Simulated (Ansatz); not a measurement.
**What a change does: single-point calculation on Cu**

System: Cu (slab, 12 atoms in the cell).
Method of run A: DFT LDA, scalar-relativistic, plane waves, PAW, no spin polarisation (Ansatz 0.2.0).

The structure derives from an entry of the Crystallography Open Database. Text and figures count atoms from 1; the logs count them from 0 in places.

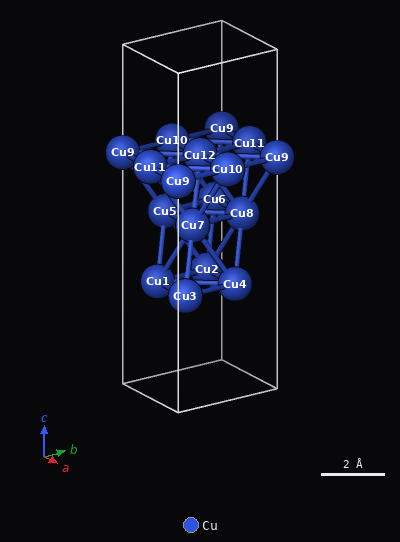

Figure 1. The structure as given in the input (ball-and-stick view of the cell of the calculation, with the vacuum cut short, seen slightly off an axis; atoms are numbered from 1 in the order of the input). Near neighbours in the crystal (not all of them lie inside the picture): Cu has 9 Cu at 2.46 to 2.49 Å; Cu has 12 Cu at 2.46 to 2.49 Å.

Input file, run A:
```yaml
crystal:
  lattice:
    - [4.9761055516, 0.0, 0.0]
    - [-2.4880527758, 4.3094338196, 0.0]
    - [0.0, 0.0, 19.5024151607]
  atoms:
    - { symbol: Cu, position: [0.3333333333, 0.1666666667, 0.2051028022] }
    - { symbol: Cu, position: [0.3333333333, 0.6666666667, 0.2051028022] }
    - { symbol: Cu, position: [0.8333333333, 0.1666666667, 0.2051028022] }
    - { symbol: Cu, position: [0.8333333333, 0.6666666667, 0.2051028022] }
    - { symbol: Cu, position: [0.1666666667, 0.3333333333, 0.3077257135] }
    - { symbol: Cu, position: [0.1666666667, 0.8333333333, 0.3077257135] }
    - { symbol: Cu, position: [0.6666666667, 0.3333333333, 0.3077257135] }
    - { symbol: Cu, position: [0.6666666667, 0.8333333333, 0.3077257135] }
    - { symbol: Cu, position: [0.0, 0.0, 0.4103294435] }
    - { symbol: Cu, position: [0.0, 0.5, 0.4103294435] }
    - { symbol: Cu, position: [0.5, 0.0, 0.4103294435] }
    - { symbol: Cu, position: [0.5, 0.5, 0.4103294435] }
basis:
  ecutwfc: 420
kpoints:
  mp_grid: { grid: [6, 6, 1] }
hamiltonian:
  xc: lda
scf:
  occupations: { method: gaussian, width: 0.1 }
output:
  forces: true
  eigenvalues: true
  write_density: true
  write_potential: true
  elf: true
  volumetric_format: npy
efield:
  axis: 3
  dipole_correction: true
  ramp_width: 0.04
```

Command:
```bash
ansatz run input.yaml --threads 4 --pin off --max-ram 12288MiB --backend cpu --events-out ev --progress --plain --runs-dir out
```

Hardware: 4 threads of Arm Neoverse N1, 98 GiB of memory available, shared host.

Output, shortened to warnings, some set-up lines, iterations and results (run A):
```
WARN: The output density's exchange-correlation potential varies sharply where the density is thin. Do not read a vacuum level from v_tot or v_xc, or from such a field of the output density. On a cell that repeats whose density bears no net charge and no dipole along the vacuum's axis use v_es (v_loc + v_h of the components); under efield.dipole_correction with no amplitude use v_es + v_field, …
Basis set: ecut = 420 eV, 8195 PW (Γ)
Symmetry: 24 space group operations
k-points: 7 of 36 (time reversal used)
Initial density: superposition of atomic densities (neutral atoms: chi_scale 0, normalization atom), corrected by the library's trained network
[...]
SCF iter   1: F=—  HF=-78663.793077 eV  |F-HF|=—  |Δ(HF+E_count)|=         —  Δρ=1.56e-2  dr2=7.25e-1  ethr=1.77e-3  p=0.000 e·Å  D=1.08e-5 V/Å  ΔV_dip=-0.00 eV  …
SCF iter   2: F=—  HF=-78664.435585 eV  |F-HF|=—  |Δ(HF+E_count)|=   6.43e-1  Δρ=3.71e-2  dr2=3.09e0  ethr=3.18e-4  p=0.000 e·Å  D=9.50e-5 V/Å  ΔV_dip=-0.00 eV  …
SCF iter   3: F=—  HF=-78663.670309 eV  |F-HF|=—  |Δ(HF+E_count)|=   7.65e-1  Δρ=4.56e-3  dr2=8.02e-2  ethr=3.18e-4  p=0.000 e·Å  D=9.66e-6 V/Å  ΔV_dip=-0.00 eV  …
SCF iter   4: F=—  HF=-78663.657822 eV  |F-HF|=—  |Δ(HF+E_count)|=   1.25e-2  Δρ=9.26e-4  dr2=1.06e-2  ethr=3.52e-5  p=0.000 e·Å  D=1.35e-5 V/Å  ΔV_dip=-0.00 eV  …
SCF iter   5: F=—  HF=-78663.657133 eV  |F-HF|=—  |Δ(HF+E_count)|=   6.88e-4  Δρ=1.26e-3  dr2=6.58e-3  ethr=4.67e-6  p=0.000 e·Å  D=1.24e-5 V/Å  ΔV_dip=-0.00 eV  …
SCF iter   6: F=—  HF=-78663.656511 eV  |F-HF|=—  |Δ(HF+E_count)|=   6.22e-4  Δρ=4.17e-4  dr2=9.96e-4  ethr=2.88e-6  p=0.000 e·Å  D=9.19e-6 V/Å  ΔV_dip=-0.00 eV  …
SCF iter   7: F=—  HF=-78663.656638 eV  |F-HF|=—  |Δ(HF+E_count)|=   1.27e-4  Δρ=2.61e-4  dr2=2.59e-4  ethr=4.37e-7  p=0.000 e·Å  D=1.15e-5 V/Å  ΔV_dip=-0.00 eV  …
SCF iter   8: F=—  HF=-78663.656552 eV  |F-HF|=—  |Δ(HF+E_count)|=   8.56e-5  Δρ=5.06e-5  dr2=1.11e-5  ethr=1.14e-7  p=0.000 e·Å  D=9.63e-6 V/Å  ΔV_dip=-0.00 eV  …
SCF iter   9: F=—  HF=-78663.656503 eV  |F-HF|=—  |Δ(HF+E_count)|=   4.93e-5  Δρ=2.26e-5  dr2=1.15e-6  ethr=4.85e-9  p=0.000 e·Å  D=1.18e-5 V/Å  ΔV_dip=-0.00 eV  …
SCF iter  10: F=—  HF=-78663.656503 eV  |F-HF|=—  |Δ(HF+E_count)|=   1.56e-8  Δρ=7.37e-6  dr2=1.54e-7  ethr=5.06e-10  p=0.000 e·Å  D=7.94e-6 V/Å  ΔV_dip=-0.00 eV  …
SCF iter  11: F=-78663.656503 eV  HF=-78663.656503 eV  |F-HF|=1.12e-7  |Δ(HF+E_count)|=   1.27e-9  Δρ=5.78e-6  dr2=9.08e-8  ethr=4.39e-11  p=0.000 e·Å  D=1.12e-5 V/Å  …
SCF 1 converged in 11 iterations: F = -78663.656503 eV  dr2 = 9.08e-8
WARN: The output density's exchange-correlation potential varies sharply where the density is thin. Do not read a vacuum level from v_tot or v_xc, or from such a field of the output density. On a cell that repeats whose density bears no net charge and no dipole along the vacuum's axis use v_es …
SCF converged after 11 iterations
Free energy (F): -78663.656503 eV
Harris-Foulkes:  -78663.656503 eV  (|F-HF|=1.12e-7)
Internal energy: -78663.591393 eV  (E = F + TS)
E sigma→0 (E₀):  -78663.623948 eV
Entropy (-TS):   -0.065110 eV (-5.426 meV/atom)
Fermi energy:    2.179349 eV
Dipole field:    D = 0.000015 V/Å  (p = 0.000035 e·Å, saw-weighted, corrected)
Work function:   Φ+ = 5.1351 eV   Φ− = 5.1354 eV
[...]
```

The input of run B differs as follows (lines with − go, lines with + come):
```diff
-  ecutwfc: 420
+  ecutwfc: "44.1 Ry"
+  mixing: { algorithm: msr1, beta: 0.7 }
-  write_density: true
-  write_potential: true
-  elf: true
-  volumetric_format: npy
```

How does run B compare with run A?

The free energy of run B is 1.9 meV per atom lower, which comes mainly from the change of cutoff or grids; a solver setting shouldn't move a converged energy. More plane waves can only lower the energy of a fixed Hamiltonian, so the higher cutoff gives the lower value. The SCF takes 12 iterations against 11. The plane waves at Γ go from 8195 to 13901.

Output, shortened to warnings, some set-up lines, iterations and results (run B):
```
Basis set: ecut = 600.0110667240353 eV, 13901 PW (Γ)
Symmetry: 24 space group operations
k-points: 7 of 36 (time reversal used)
Initial density: superposition of atomic densities (neutral atoms: chi_scale 0, normalization atom), corrected by the library's trained network
[...]
SCF iter   1: F=—  HF=-78663.818938 eV  |F-HF|=—  |Δ(HF+E_count)|=         —  Δρ=1.56e-2  dr2=7.22e-1  ethr=1.77e-3  p=-0.000 e·Å  D=-8.69e-6 V/Å  ΔV_dip=0.00 eV  …
SCF iter   2: F=—  HF=-78663.962291 eV  |F-HF|=—  |Δ(HF+E_count)|=   1.43e-1  Δρ=2.20e-2  dr2=1.08e0  ethr=3.17e-4  p=-0.000 e·Å  D=-4.78e-5 V/Å  ΔV_dip=0.00 eV  …
SCF iter   3: F=—  HF=-78663.709387 eV  |F-HF|=—  |Δ(HF+E_count)|=   2.53e-1  Δρ=5.95e-3  dr2=1.02e-1  ethr=3.17e-4  p=-0.000 e·Å  D=-4.78e-6 V/Å  ΔV_dip=0.00 eV  …
SCF iter   4: F=—  HF=-78663.683572 eV  |F-HF|=—  |Δ(HF+E_count)|=   2.58e-2  Δρ=2.08e-3  dr2=2.05e-2  ethr=4.46e-5  p=0.000 e·Å  D=1.30e-5 V/Å  ΔV_dip=-0.00 eV  …
SCF iter   5: F=—  HF=-78663.680599 eV  |F-HF|=—  |Δ(HF+E_count)|=   2.97e-3  Δρ=1.84e-3  dr2=1.15e-2  ethr=8.98e-6  p=-0.000 e·Å  D=-4.72e-6 V/Å  ΔV_dip=0.00 eV  …
SCF iter   6: F=—  HF=-78663.678995 eV  |F-HF|=—  |Δ(HF+E_count)|=   1.60e-3  Δρ=3.70e-4  dr2=9.25e-4  ethr=5.03e-6  p=0.000 e·Å  D=1.78e-5 V/Å  ΔV_dip=-0.00 eV  …
SCF iter   7: F=—  HF=-78663.679008 eV  |F-HF|=—  |Δ(HF+E_count)|=   1.31e-5  Δρ=3.47e-4  dr2=4.44e-4  ethr=4.06e-7  p=-0.000 e·Å  D=-2.58e-5 V/Å  ΔV_dip=0.00 eV  …
SCF iter   8: F=—  HF=-78663.678966 eV  |F-HF|=—  |Δ(HF+E_count)|=   4.19e-5  Δρ=1.36e-4  dr2=5.68e-5  ethr=1.95e-7  p=0.000 e·Å  D=3.04e-5 V/Å  ΔV_dip=-0.00 eV  …
SCF iter   9: F=—  HF=-78663.679019 eV  |F-HF|=—  |Δ(HF+E_count)|=   5.28e-5  Δρ=3.29e-5  dr2=5.73e-6  ethr=2.49e-8  p=0.000 e·Å  D=8.53e-9 V/Å  ΔV_dip=-0.00 eV  …
SCF iter  10: F=—  HF=-78663.679021 eV  |F-HF|=—  |Δ(HF+E_count)|=   2.75e-6  Δρ=3.14e-5  dr2=2.33e-6  ethr=2.51e-9  p=0.000 e·Å  D=7.39e-6 V/Å  ΔV_dip=-0.00 eV  …
SCF iter  11: F=—  HF=-78663.679021 eV  |F-HF|=—  |Δ(HF+E_count)|=   4.93e-7  Δρ=6.27e-6  dr2=1.11e-7  ethr=1.02e-9  p=0.000 e·Å  D=4.39e-6 V/Å  ΔV_dip=-0.00 eV  …
SCF iter  12: F=-78663.679021 eV  HF=-78663.679021 eV  |F-HF|=2.18e-10  |Δ(HF+E_count)|=   6.96e-9  Δρ=1.37e-6  dr2=5.86e-9  ethr=4.39e-11  p=0.000 e·Å  D=5.97e-6 V/Å  …
SCF 1 converged in 12 iterations: F = -78663.679021 eV  dr2 = 5.86e-9
SCF converged after 12 iterations
Free energy (F): -78663.679021 eV
Harris-Foulkes:  -78663.679021 eV  (|F-HF|=2.18e-10)
Internal energy: -78663.613831 eV  (E = F + TS)
E sigma→0 (E₀):  -78663.646426 eV
Entropy (-TS):   -0.065189 eV (-5.432 meV/atom)
Fermi energy:    2.178997 eV
Dipole field:    D = -0.000002 V/Å  (p = -0.000004 e·Å, saw-weighted, corrected)
Work function:   Φ+ = 5.1350 eV   Φ− = 5.1350 eV
Levels:          The Fermi level and band energies are counted from a zero that moves with the ramp; work functions are not
--- Per-component energies (eV) ---
  E_band       = -7593.623176
  E_kinetic    = 3611.613070
  E_local      = -401403.216943  (includes V_loc(G=0)·N_el)
  E_nonlocal   = 4735.562154
  E_hartree    = 196139.451308
  E_xc         = -1067.794550
  E_vxc        = -1384.863987  (∫ρ·V_xc dr)
  E_paw        = -19122.771606  (= ΣΔE_a)
  E_vpaw       = -5431.581579  (= ΣTr[D̂ρ^β])
  E_aug_tail   = 0.001385  (compensation charges beyond the density's cutoff)
  E_efield     = 0.000000  (sawtooth field / dipole correction)
  E_vefield    = 0.000000  (∫n·V_field dr)
  E_ewald      = 138438.145430
  E_core_change = 5.395921  (= ΣΔE_core)
  E_smearing   = -0.065189  (= −TS)
  E_closure    = -0.000000  (closes the sum)
  Σ components = -78663.679021   (vs F -78663.679021, Δ=0.00e0)
--- Forces (eV/Å), atoms counted from 1 ---
  atom   1  Cu    -0.00000000    -0.00000000     0.00613554
  atom   2  Cu     0.00000000    -0.00000000     0.00613554
  atom   3  Cu    -0.00000000    -0.00000000     0.00613554
  atom   4  Cu    -0.00000000    -0.00000000     0.00613554
  atom   5  Cu    -0.00000000    -0.00000000    -0.00179823
  atom   6  Cu    -0.00000000    -0.00000000    -0.00179823
  atom   7  Cu    -0.00000000    -0.00000000    -0.00179823
  atom   8  Cu    -0.00000000    -0.00000000    -0.00179823
  atom   9  Cu     0.00000000     0.00000000    -0.00440972
  atom  10  Cu     0.00000000     0.00000000    -0.00440972
  atom  11  Cu     0.00000000     0.00000000    -0.00440972
  atom  12  Cu     0.00000000     0.00000000    -0.00440972
  max |Σ_I F_I| component: 2.90e-4 eV/Å
```

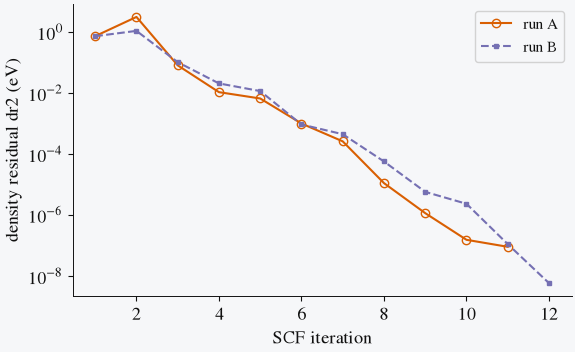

Figure 2. Convergence of the two runs: density residual dr2 against the SCF iteration. Run A takes 11 iterations in all, and run B takes 12.

The two runs side by side:

| quantity | run A | run B |
| --- | --- | --- |
| outcome | converged | converged |
| free energy per atom (eV) | −6555.3047 | −6555.3066 |
| energy per atom, smearing taken to zero (eV) | −6555.3020 | −6555.3039 |
| gap on the mesh (eV) | 0.00 | 0.00 |
| work function (eV) | 5.14 | – |
| largest force (eV/Å) | 0.005 | 0.006 |
| SCF iterations | 11 | 12 |
| irreducible k-points | 7 | 7 |
| plane waves at Γ | 8195 | 13901 |
| wall time (shared host) | 28 s | 32 s |

For run A: Warnings: the exchange-correlation potential is rough where the density is thin.
